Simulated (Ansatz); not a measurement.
# Geometry relaxation, with input and output: AlCu (part 1 of 2)

- system: AlCu (Pm-3m, 2 atoms in the cell)
- method: DFT r2SCAN, scalar-relativistic, plane waves, PAW, no spin polarisation (Ansatz 0.2.0)

The structure derives from a Materials Project entry. Figures and captions count atoms from 1; the log counts them from 0 in places.

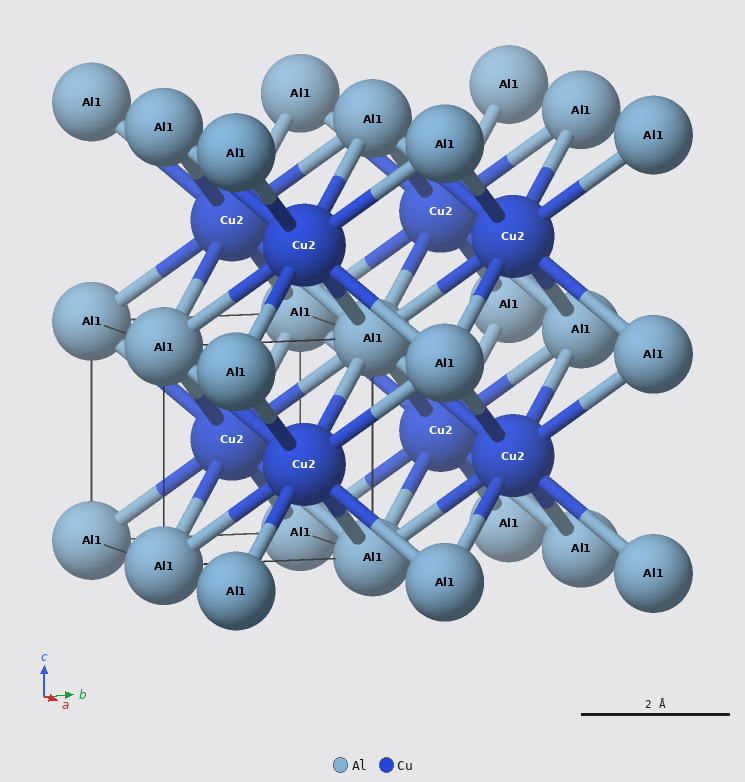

*The structure as given in the input (ball-and-stick view of the cell of the calculation, repeated 2 × 2 × 2, seen slightly off an axis; atoms are numbered from 1 in the order of the input). An atom can appear more than once, as a periodic image.*

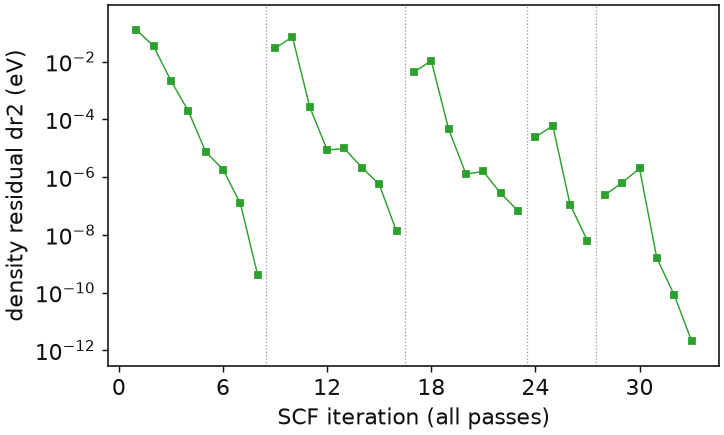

*Convergence of the self-consistent field: density residual dr2 against the SCF iteration. The dotted lines part the SCF passes of the relaxation: geometry steps, rejected trials and re-solves on a re-selected basis.*

The 5 passes take 4 to 8 iterations each, 33 in all.

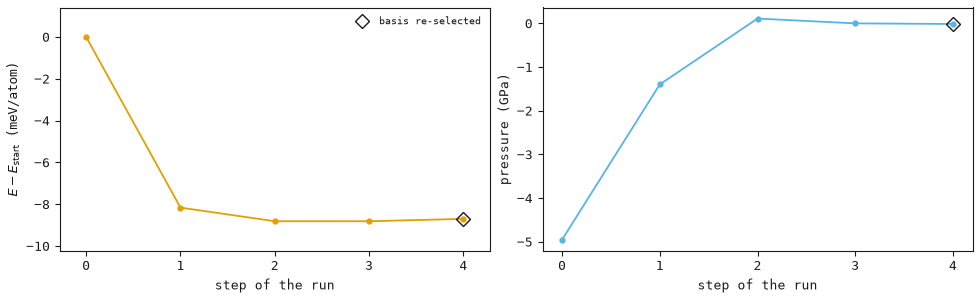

*Progress of the relaxation, step by step (the first geometry is step 0 here and step 1 in the log).*

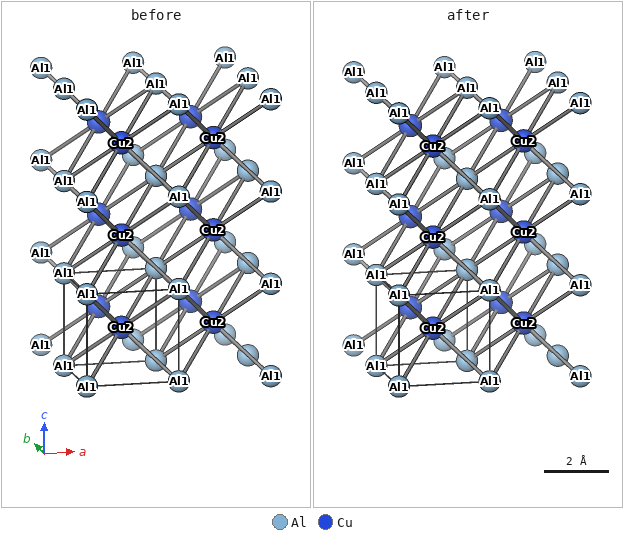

*Before (left) and after (right) the relaxation, at one scale (ball-and-stick view of the cell of the calculation, repeated 2 × 2 × 3, seen slightly off an axis).*

The atoms keep their places relative to the cell (all moves are under 0.005 Å). Cell: a = b = c 2.998 → 2.957 Å (−1.4 %). Volume −4.0 %. Among the contacts that change: Al1–Cu2 2.596 → 2.561 Å. The space group stays Pm-3m (No. 221). Over 3 geometry steps the energy falls by 8.8 meV per atom. All forces vanish by symmetry, so only the cell relaxes. Pressure: −4.95 GPa at the start and −0.01 GPa at the end. A last SCF at the same geometry on a re-selected plane-wave basis shifts the energy by +0.1 meV per atom. (Atoms are counted from 1 in the order of the input.)

The input and output of the run follow.

**The input**
```yaml
crystal:
  lattice:
    - [2.997509, 0.0, 0.0]
    - [0.0, 2.997509, 0.0]
    - [0.0, 0.0, 2.997509]
  atoms:
    - { symbol: Al, position: [0.0, 0.0, 0.0] }
    - { symbol: Cu, position: [0.5, 0.5, 0.5] }
basis:
  ecutwfc: 500
kpoints:
  mp_grid: { grid: [14, 14, 14] }
hamiltonian:
  xc: r2scan
scf:
  occupations: { method: gaussian, width: 0.1 }
output:
  forces: true
  stress: true
  eigenvalues: true
relax:
  adjacent_minimum: "off"
  f_tol: 0.005
  max_steps: 80
  cell: { stress_tol: 0.05 }
```

Launch command:
```bash
ansatz run input.yaml --threads 1 --pin off --max-ram 2560MiB --backend cpu --events-out ev --progress --plain --runs-dir out
```

**What the program printed**
```
Engine: ansatz 0.2.0, x86_64-unknown-linux-gnu
Pseudopotentials: kind: paw
Pseudopotential: Al, paw, valence charge 3, recommended cutoff 500 eV (meta_gga), Al.paw.azcp
Pseudopotential: Cu, paw, valence charge 19, recommended cutoff 500 eV (meta_gga), Cu.paw.azcp
Functional definition: r2SCAN
  parameter k0 = 0.174
  parameter k1 = 0.065
  parameter a1 = 4.9479
  exchange = r2scan_x(k0 = k0, k1 = k1, a1 = a1)
  correlation = r2scan_c
Crystal: 2 atoms, lattice volume = 26.933 Å³
Basis set: ecut = 500 eV, 691 PW (Γ), exchange–correlation on 96×96×96 points (64 copies of the dense FFT grid, shifted against one another)
Bands: 15, of which v1, the nominal top of the filled ones, is band 11 counted from 1 (10 counted from 0)
Symmetry: 48 space group operations
Space group: Pm-3m (ITA 221), of the structure as read, at distance tolerance 3.0e-5 Å
k-points: 120 of 2744
Non-local potential: Al, projectors of the file, l = 0: 2, l = 1: 2, l = 2: 1
Non-local potential: Cu, projectors of the file, l = 0: 3, l = 1: 2, l = 2: 3, l = 3: 1
PAW form: soft (Blöchl's): semilocal exchange-correlation on the pseudo side does not see the compensation charge
PAW frozen core: Al, regenerated for the run's functional (the file was generated under x = pbe(κ = 0.804, μ = 0.2195149727645171), c = pbe(β = 0.06672455060314922))
PAW frozen core: Cu, regenerated for the run's functional (the file was generated under x = pbe(κ = 0.804, μ = 0.2195149727645171), c = pbe(β = 0.06672455060314922))
PAW one-centre angular grid: Al, 302 points (default); XC on 160 Gauss nodes
PAW one-centre angular grid: Cu, 590 points (default); XC on 160 Gauss nodes
Initial density: superposition of atomic densities (neutral atoms: chi_scale 0, normalization atom), corrected by the library's trained network
Initial wavefunctions: pseudopotential atomic-orbital guess
Functional: x = r2scan, c = r2scan; τ floored in thin density (d = 2e-4 eV/Å³)
SCF iter   1: F=—  HF=-7171.974026 eV  |F-HF|=—  |Δ(HF+E_count)|=         —  Δρ=2.62e-2  dr2=1.28e-1  dr2_τ=5.95e-3  ethr=1.77e-3  ⟨swp⟩=4.2  Hψ=8102  notcnv=0
preconditioner: auto → none  [metal: Δε(μ)=0.064 eV  Ē_g=10.459 eV  σ=0.100 eV  W_gap=0.33  n_scr=6 (ndim 8)  ℏωp=26.8 eV  f_vac=0.000  D(μ)=0.61/eV (n_scr^D=0)  sad-step TF]
SCF iter   2: F=—  HF=-7171.979792 eV  |F-HF|=—  |Δ(HF+E_count)|=   5.77e-3  Δρ=1.63e-2  dr2=3.43e-2  dr2_τ=7.38e-4  ethr=5.83e-4  ⟨swp⟩=2.0  Hψ=3944  notcnv=0  defer=13
SCF iter   3: F=—  HF=-7171.963966 eV  |F-HF|=—  |Δ(HF+E_count)|=   1.58e-2  Δρ=2.48e-3  dr2=2.17e-3  dr2_τ=1.35e-5  ethr=1.56e-4  ⟨swp⟩=2.2  Hψ=3101  notcnv=0  defer=13
SCF iter   4: F=—  HF=-7171.963141 eV  |F-HF|=—  |Δ(HF+E_count)|=   8.25e-4  Δρ=1.03e-3  dr2=1.96e-4  dr2_τ=1.35e-6  ethr=9.87e-6  ⟨swp⟩=2.1  Hψ=2811  notcnv=0  defer=13
SCF iter   5: F=—  HF=-7171.963170 eV  |F-HF|=—  |Δ(HF+E_count)|=   2.86e-5  Δρ=1.64e-4  dr2=7.60e-6  dr2_τ=1.74e-7  ethr=8.92e-7  ⟨swp⟩=2.1  Hψ=2507  notcnv=0  defer=13
SCF iter   6: F=—  HF=-7171.963162 eV  |F-HF|=—  |Δ(HF+E_count)|=   8.25e-6  Δρ=7.83e-5  dr2=1.83e-6  dr2_τ=1.66e-8  ethr=3.45e-8  ⟨swp⟩=2.1  Hψ=2585  notcnv=0  defer=13
SCF iter   7: F=—  HF=-7171.963162 eV  |F-HF|=—  |Δ(HF+E_count)|=   1.29e-7  Δρ=2.39e-5  dr2=1.22e-7  dr2_τ=4.17e-10  ethr=8.31e-9  ⟨swp⟩=1.7  Hψ=2077  notcnv=0  defer=13
SCF iter   8: F=-7171.963162 eV  HF=-7171.963162 eV  |F-HF|=2.58e-10  |Δ(HF+E_count)|=   1.58e-8  Δρ=1.48e-6  dr2=4.00e-10  dr2_τ=1.43e-12  ethr=4.55e-10  ⟨swp⟩=4.4  Hψ=5714  notcnv=0
SCF 1 converged in 8 iterations: F = -7171.963162 eV  dr2 = 4.00e-10
  greatest PAW one-centre occupation: 1.000 electrons in one spin orbital (limit 2), on the Cu atom at site 1 (counted from 0), in its partial waves of l = 0
relax step   1: F+E_penalty+E_count = -7171.96316171 eV  Δ(F+E_penalty+E_count) = +0.000e0 eV  max|allowed force component| = 6.161e-29 eV/Å  Δτ_max = 0.0000 Å  P = -4.950 GPa  Ω = 26.933 Å³  (8 SCF iters, dr2 threshold 1.00e-7 eV, accepted)
Crystal: 2 atoms, lattice volume = 26.132 Å³
Initial density: handed on by an earlier stage of this run
Initial wavefunctions: those handed on with the density
iter 1 solved again at ethr=1.32e-4 eV; its pass at ethr=3.10e-3 eV (dr2=2.90e-2 eV) is discarded
SCF iter   1: F=—  HF=-7171.970915 eV  |F-HF|=—  |Δ(HF+E_count)|=         —  Δρ=1.28e-2  dr2=2.90e-2  dr2_τ=9.66e-3  ethr=1.32e-4  ⟨swp⟩=1.0  Hψ=10553  notcnv=0
preconditioner: auto → none  [metal: Δε(μ)=0.020 eV  Ē_g=10.412 eV  σ=0.100 eV  W_gap=0.11  n_scr=6 (ndim 8)  ℏωp=27.2 eV  f_vac=0.000  D(μ)=0.61/eV (n_scr^D=0)]
SCF iter   2: F=—  HF=-7171.995771 eV  |F-HF|=—  |Δ(HF+E_count)|=   2.49e-2  Δρ=2.15e-2  dr2=7.25e-2  dr2_τ=2.85e-4  ethr=1.32e-4  ⟨swp⟩=2.0  Hψ=3549  notcnv=0  recentre
SCF iter   3: F=—  HF=-7171.979557 eV  |F-HF|=—  |Δ(HF+E_count)|=   1.62e-2  Δρ=9.45e-4  dr2=2.66e-4  dr2_τ=5.49e-6  ethr=1.32e-4  ⟨swp⟩=2.0  Hψ=3841  notcnv=0  defer=5
SCF iter   4: F=—  HF=-7171.979465 eV  |F-HF|=—  |Δ(HF+E_count)|=   9.24e-5  Δρ=2.08e-4  dr2=8.71e-6  dr2_τ=1.74e-6  ethr=1.21e-6  ⟨swp⟩=2.1  Hψ=2748  notcnv=0  defer=5
SCF iter   5: F=—  HF=-7171.979475 eV  |F-HF|=—  |Δ(HF+E_count)|=   1.09e-5  Δρ=2.88e-4  dr2=9.80e-6  dr2_τ=5.52e-8  ethr=3.96e-8  ⟨swp⟩=2.0  Hψ=3099  notcnv=0  defer=5
SCF iter   6: F=—  HF=-7171.979479 eV  |F-HF|=—  |Δ(HF+E_count)|=   3.66e-6  Δρ=1.41e-4  dr2=2.14e-6  dr2_τ=5.67e-9  ethr=3.96e-8  ⟨swp⟩=2.7  Hψ=2729  notcnv=0  defer=5
SCF iter   7: F=—  HF=-7171.979479 eV  |F-HF|=—  |Δ(HF+E_count)|=   2.71e-7  Δρ=6.94e-5  dr2=5.61e-7  dr2_τ=1.17e-9  ethr=9.72e-9  ⟨swp⟩=1.3  Hψ=2010  notcnv=0  defer=5
SCF iter   8: F=-7171.979479 eV  HF=-7171.979479 eV  |F-HF|=6.29e-9  |Δ(HF+E_count)|=   3.16e-9  Δρ=1.05e-5  dr2=1.31e-8  dr2_τ=7.10e-11  ethr=9.09e-10  ⟨swp⟩=5.2  Hψ=7712  notcnv=0
SCF 2 converged in 8 iterations: F = -7171.979479 eV  dr2 = 1.31e-8
relax step   2: F+E_penalty+E_count = -7171.97947934 eV  Δ(F+E_penalty+E_count) = -1.632e-2 eV  max|allowed force component| = 1.269e-29 eV/Å  Δτ_max = 0.0000 Å  P = -1.396 GPa  Ω = 26.132 Å³  energy of the carried Pulay correction = +1.989e-4 eV  (8 SCF iters, dr2 threshold 2.00e-7 eV, accepted)
Crystal: 2 atoms, lattice volume = 25.830 Å³
iter 1 solved again at ethr=2.04e-5 eV; its pass at ethr=3.10e-3 eV (dr2=4.49e-3 eV) is discarded
```
